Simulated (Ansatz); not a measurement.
Input file:

```
crystal:
  lattice:
    - [3.3656612987, -3.0101715837, -0.1625383067]
    - [3.3656612987, 3.0101715837, -0.1625383067]
    - [-1.3118563354, 0.0, 2.8760053416]
  atoms:
    - { symbol: Bi, position: [0.2500731044, 0.2500731044, 0.1190141713] }
    - { symbol: Bi, position: [0.7499268956, 0.7499268956, 0.8809858287] }
basis:
  ecutwfc: 420
kpoints:
  mp_grid: { grid: [10, 10, 14] }
hamiltonian:
  xc: pbesol
scf:
  occupations: { method: gaussian, width: 0.1 }
output:
  forces: true
  stress: true
  eigenvalues: true
  write_density: true
  write_potential: true
  elf: true
  volumetric_format: npy
relax:
  adjacent_minimum: "off"
  f_tol: 0.01
  max_steps: 30
  cell: { stress_tol: 0.1, fix: [volume] }
```

Run with:

```sh
ansatz run input.yaml --threads 1 --pin off --max-ram 2560MiB --backend cpu --events-out ev --progress --plain --runs-dir out
```

Below, planes, directions and counts refer to the conventional cell (a = 6.74 Å, b = 6.02 Å, c = 3.16 Å, α = 90.00°, β = 117.28°, γ = 90.00°).

Space group C2/m; changed on purpose from its base cell (volume × 0.88, shape and atoms relaxed); computed pressure about 10 GPa in this cell.

All numbers below come from DFT PBEsol, scalar-relativistic, plane waves, PAW (Ansatz 0.2.0).

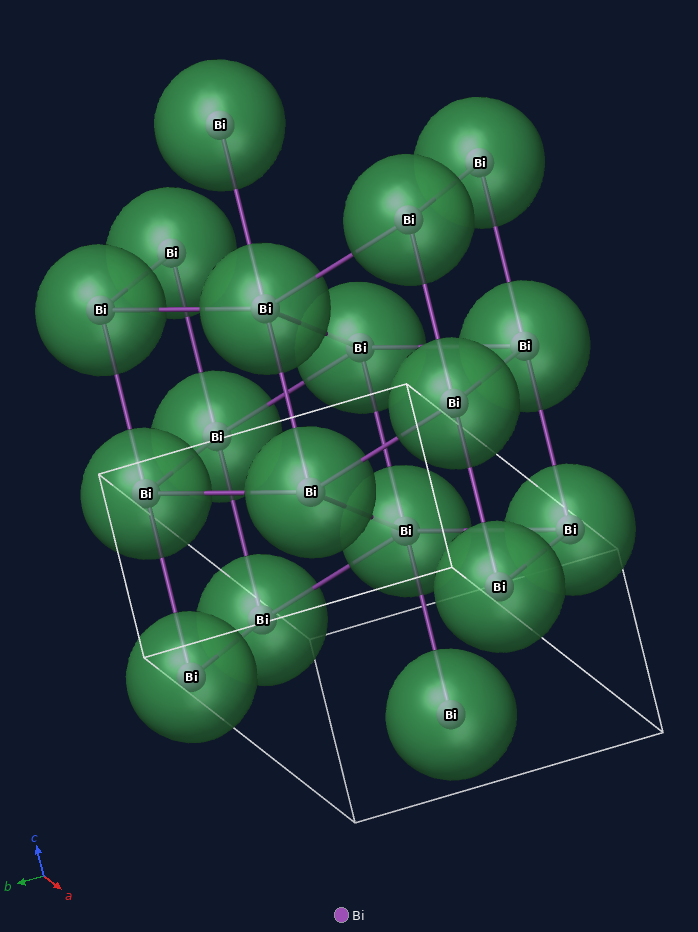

Bi. Isosurface of the valence pseudo-density at 0.5 e/Å³ (green), seen at an oblique angle. Sticks mark near contacts.

In a PAW calculation such maps are meaningful between the atoms, not at the nuclei.

Question: What does this surface tell about the bonding?

Answer: At this value the density breaks into separate islands; it holds about 75 % of the electrons treated as valence (semicore included). It bridges none of the near contacts. It is pinched off along the sampled Bi–Bi (3.10 Å) and Bi–Bi (3.16 Å) contacts. On the grid the lowest density along these lines, outside the cores, is 0.26 e/Å³ (Bi–Bi, 3.10 Å) and 0.23 e/Å³ (Bi–Bi, 3.16 Å).

Question: Does the calculation give a band gap?

Answer: It is gapless in this calculation (a metal or semimetal).
